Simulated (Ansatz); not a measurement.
# SnO (slab): what the fields show

Input file:

```
crystal:
  lattice:
    - [3.8360583204, 0.0, 0.0]
    - [-1.06613e-05, 3.8360583204, 0.0]
    - [0.0, 0.0, 36.3529200406]
  atoms:
    - { symbol: Sn, position: [0.9998905329, 0.9998905329, 0.2063107996] }
    - { symbol: O, position: [0.9998239589, 0.4998149234, 0.2381830175] }
    - { symbol: O, position: [0.4998149234, 0.9998239589, 0.2381830175] }
    - { symbol: Sn, position: [0.4998732403, 0.4998732403, 0.2700529955] }
    - { symbol: Sn, position: [0.0001094671, 0.0001094671, 0.3372198508] }
    - { symbol: O, position: [0.0001760411, 0.5001850766, 0.3690920687] }
    - { symbol: O, position: [0.5001850766, 0.0001760411, 0.3690920687] }
    - { symbol: Sn, position: [0.5001267597, 0.5001267597, 0.4009620468] }
    - { symbol: Sn, position: [0.9998905329, 0.9998905329, 0.468128902] }
    - { symbol: O, position: [0.9998239589, 0.4998149234, 0.50000112] }
    - { symbol: O, position: [0.4998149234, 0.9998239589, 0.50000112] }
    - { symbol: Sn, position: [0.4998732403, 0.4998732403, 0.531871098] }
    - { symbol: Sn, position: [0.0001094671, 0.0001094671, 0.5990379532] }
    - { symbol: O, position: [0.0001760411, 0.5001850766, 0.6309101712] }
    - { symbol: O, position: [0.5001850766, 0.0001760411, 0.6309101712] }
    - { symbol: Sn, position: [0.5001267597, 0.5001267597, 0.6627801492] }
    - { symbol: Sn, position: [0.9998905329, 0.9998905329, 0.7299470045] }
    - { symbol: O, position: [0.9998239589, 0.4998149234, 0.7618192224] }
    - { symbol: O, position: [0.4998149234, 0.9998239589, 0.7618192224] }
    - { symbol: Sn, position: [0.4998732403, 0.4998732403, 0.7936892004] }
basis:
  ecutwfc: 420
kpoints:
  mp_grid: { grid: [9, 9, 1] }
hamiltonian:
  xc: pbe
  dispersion: d3bj
scf:
  occupations: { method: gaussian, width: 0.1 }
output:
  forces: true
  stress: true
  eigenvalues: true
  write_density: true
  write_potential: true
  elf: true
  volumetric_format: npy
efield:
  axis: 3
  dipole_correction: true
  ramp_width: 0.04
```

Run with:

```sh
ansatz run input.yaml --threads 2 --pin off --max-ram 5120MiB --backend cpu --events-out ev --progress --plain --runs-dir out
```

The calculation used Ansatz, DFT PBE+D3(BJ), scalar-relativistic, plane waves, PAW.

In a PAW calculation such maps are meaningful between the atoms, not at the nuclei.

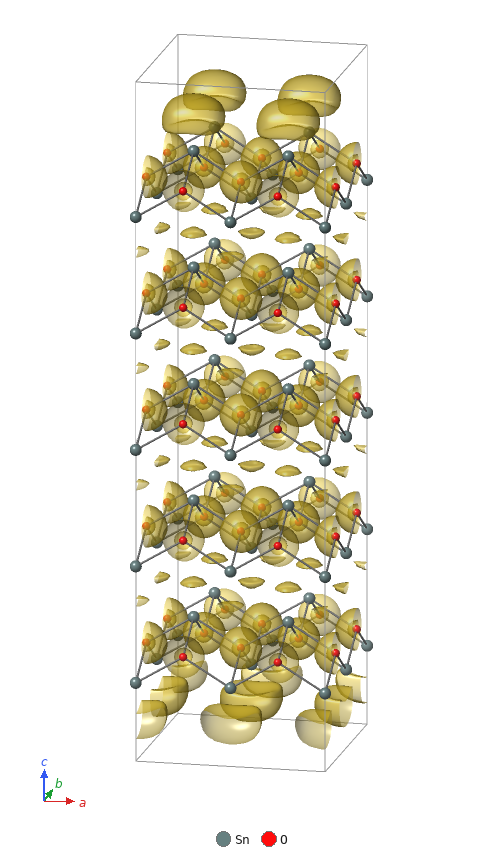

Figure 1. Isosurface of the electron localisation function at 0.7 (yellow), seen slightly off an axis. Core shells and regions of very low density are left out. Sticks mark near contacts.

### Describe the localisation domains.

The ELF exceeds this value in ten lobes on Sn, pointing away from the bonds (lone pairs) and ten regions wrapped around O (the valence shell of each), counted in one cell of 20 atoms. Counts are for one cell; the picture repeats the cell along the surface.


Sn–O (2.24 Å): the ELF peaks at about 0.85 in the valence shell of O, 0.6 Å from its nucleus, and is about 0.20 at the midpoint (no localised pair shows between them).

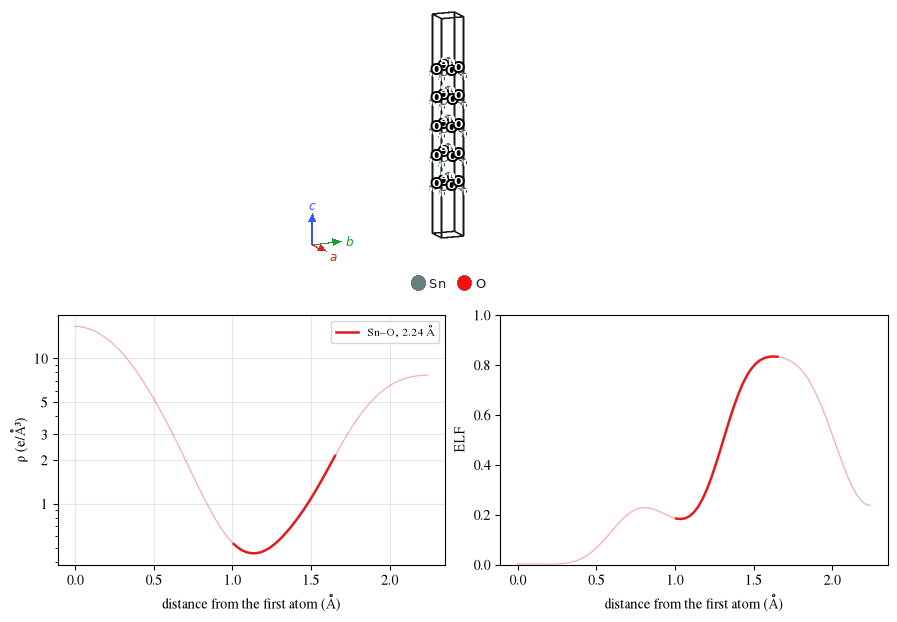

Figure 2. Valence charge density (pseudo) and ELF along straight lines between neighbouring atoms. Thin, pale parts lie inside the atomic spheres. The structure is drawn too.

### What can be read from the curves?

Sn–O (2.24 Å): ρ at the midpoint is about 0.46 e/Å³; the ELF peaks at about 0.85 in the valence shell of O, 0.6 Å from its nucleus, and is about 0.20 at the midpoint: no localised pair shows between them.

### Does the calculation make it a metal, or give it a gap?

It is gapped, with a Kohn–Sham gap of 0.33 eV on the k-point mesh (the band edges may lie off the mesh, which would make the gap smaller).
